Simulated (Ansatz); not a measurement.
The calculation's input:

```
crystal:
  lattice:
    - [-3.962555228, 3.962555228, 0.0]
    - [-3.962555228, 0.0, 3.962555228]
    - [0.0, 3.962555228, 3.962555228]
  atoms:
    - { symbol: Al, position: [-0.0084162865, 0.0084162865, -0.0084162865] }
    - { symbol: Al, position: [0.5, 0.0, 0.0] }
    - { symbol: Al, position: [0.0, 0.5, 0.0] }
    - { symbol: Al, position: [0.0, 0.0, 0.5] }
    - { symbol: Al, position: [0.5, 0.5, 0.0] }
    - { symbol: Al, position: [0.5, 0.0, 0.5] }
    - { symbol: Al, position: [0.0, 0.5, 0.5] }
    - { symbol: Al, position: [0.5, 0.5, 0.5] }
basis:
  ecutwfc: 420
kpoints:
  mp_grid: { grid: [14, 14, 14] }
hamiltonian:
  xc: pbesol
  dispersion: d3bj
scf:
  occupations: { method: gaussian, width: 0.15 }
output:
  forces: true
  stress: true
  eigenvalues: true
  write_density: true
  write_potential: true
  elf: true
  volumetric_format: npy
```

Command:

```sh
ansatz run input.yaml --threads 1 --pin off --max-ram 2560MiB --backend cpu --events-out ev --progress --plain --runs-dir out
```

Below, planes, directions and counts refer to the conventional cell (a = 5.60 Å, b = 5.60 Å, c = 7.93 Å, α = 90.00°, β = 90.00°, γ = 90.00°).

Space group I4mm; changed on purpose from its base cell (atom 1 (Al) moved -0.067 A along Cartesian [0 1 0]); not relaxed (largest force 0.4 eV/Å).

Level of theory: Ansatz 0.2.0, DFT PBEsol+D3(BJ), scalar-relativistic, plane waves, PAW.

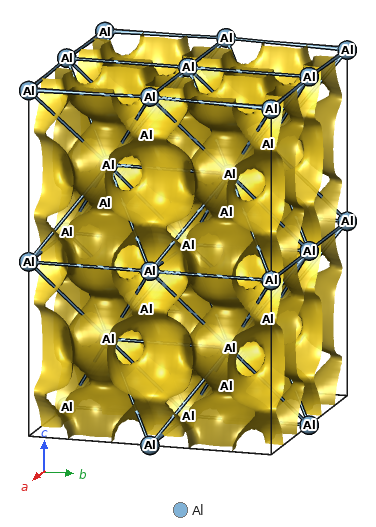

Al. Isosurface of the electron localisation function at 0.55 (yellow), seen slightly off an axis. Core shells and regions of very low density are left out. Sticks mark near contacts.

In a PAW calculation such maps are meaningful between the atoms, not at the nuclei.

Identify the bonds, lone pairs and shells in this picture.

The surface consists of one network that runs through the whole crystal, counted in one cell of 16 atoms. Any copies at cell faces, edges or corners count once. There are no localised bonds or lone pairs at this value. Along the contacts the grid gives the following. Al–Al (2.76 Å): the ELF peaks at about 0.65 between the atoms. Al–Al (2.80 Å): the ELF peaks at about 0.65 between the atoms.
